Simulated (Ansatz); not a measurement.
CdS

Input

```
crystal:
  lattice:
    - [0.0, 2.7042729036, 2.7042729036]
    - [2.7042729036, 0.0, 2.7042729036]
    - [2.7042729036, 2.7042729036, 0.0]
  atoms:
    - { symbol: Cd, position: [-0.0084923707, 0.0084923707, 0.0084923707] }
    - { symbol: S, position: [0.5297773349, 0.4702226651, 0.4702226651] }
basis:
  ecutwfc: 500
kpoints:
  mp_grid: { grid: [8, 8, 8] }
hamiltonian:
  xc: r2scan
scf:
  occupations: { method: gaussian, width: 0.05 }
output:
  forces: true
  stress: true
  eigenvalues: true
  write_density: true
  write_potential: true
  elf: true
  volumetric_format: npy
```

Launched as:

```sh
ansatz run input.yaml --threads 1 --pin off --max-ram 2048MiB --backend cpu --events-out ev --progress --plain --runs-dir out
```

Below, planes, directions and counts refer to the conventional cell (a = 3.82 Å, b = 3.82 Å, c = 5.41 Å, α = 90.00°, β = 90.00°, γ = 90.00°).

Space group I4mm; a structure from a database of computed crystals, not necessarily the ambient phase; changed on purpose from its base cell (mode 4 frozen in at -0.162 Å, equal normal strain along x, y and z -0.0083); not relaxed (largest force 0.6 eV/Å); computed pressure about 4 GPa in this cell.

All numbers below come from DFT r2SCAN, scalar-relativistic, plane waves, PAW (Ansatz).

Q: Predict the valence pseudo-density and electron localisation function between the atoms.

A: Cd–S (2.50 Å): ρ is about 0.43 e/Å³ halfway; the ELF peaks at about 0.85 in the valence shell of S, 0.8 Å from its nucleus, and is about 0.30 at the midpoint.

Q: Metal or insulator at this level of theory?

A: It is gapped, with a Kohn–Sham gap of 0.84 eV on the k-point mesh (the band edges may lie off the mesh, which would make the gap smaller).

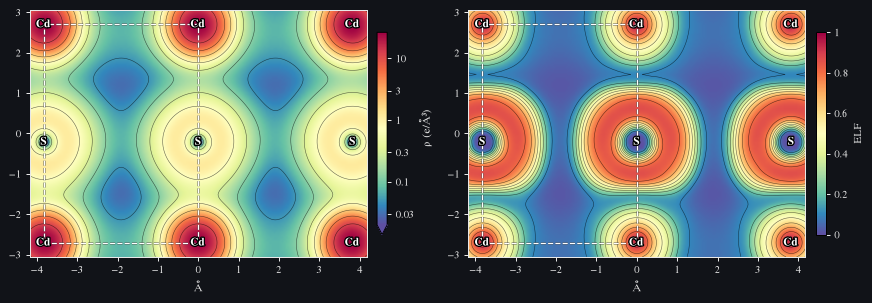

Computed valence pseudo-density and electron localisation function on the (010) plane of the conventional cell, in this order. 

The density is the valence pseudo-density of a PAW calculation; it isn't the true density close to the nuclei.
